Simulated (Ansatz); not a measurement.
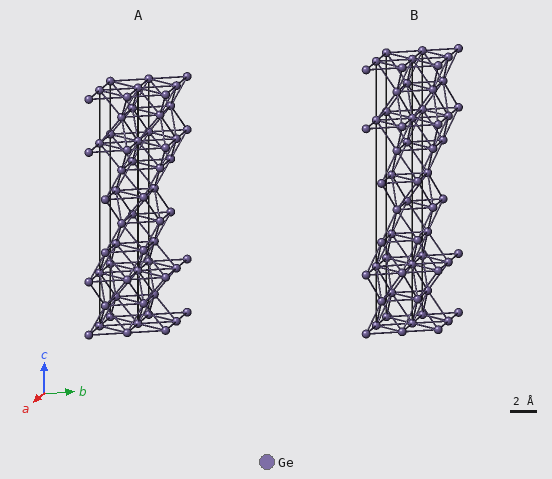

Two geometries of crystalline Ge (built on the samarium (9R)_166 type), drawn at one scale. One is the start of a relaxation, the other its converged end. The picture is a ball-and-stick view of the conventional cell (3 times the calculation's cell), repeated 2 × 2 × 1 with one cell outlined, seen slightly off an axis. Lengths and directions refer to the drawn axes.

The calculation used DFT PBEsol, scalar-relativistic, plane waves, PAW in Ansatz. Settings: plane-wave cutoff 420 eV; k-point mesh 18 × 18 × 18; occupations gaussian; smearing width 0.1 eV; no spin polarisation; cell and atoms relaxed; force threshold 0.01 eV/Å; at most 80 steps.

Q: Which one is relaxed?

A: Structure B is the relaxed one. Case: samarium (9R) type (R-3m, No. 166). Over 7 accepted moves (9 points after the start) the energy falls by 33.2 meV per atom. The largest force component goes from 0.16 to 0.00045 eV/Å. Pressure: 0.39 GPa at the start and 0.02 GPa at the end. At 2 points the geometry stayed and the basis and grid were re-selected for the new cell (energy shift of 1.0 meV per atom at most each time). The largest moves relative to the cell, 0.045 Å, are those of Ge atoms. The drawn cell changes as follows: a = b 3.163 → 2.970 Å (−6.1 %), c 19.388 → 21.723 Å (+12.0 %); the volume changes by −1.2 %. Near-neighbour distances that change, for instance: Ge–Ge 3.163 → 2.970 Å, Ge–Ge 2.780 → 2.944 Å, Ge–Ge 2.914 → 2.994 Å. Among the angles between lasting bonds that change: Ge–Ge–Ge 100.1° → 109.4°, Ge–Ge–Ge 110.6° → 119.4°, Ge–Ge–Ge 69.4° → 60.6°. The space group stays R-3m (No. 166).
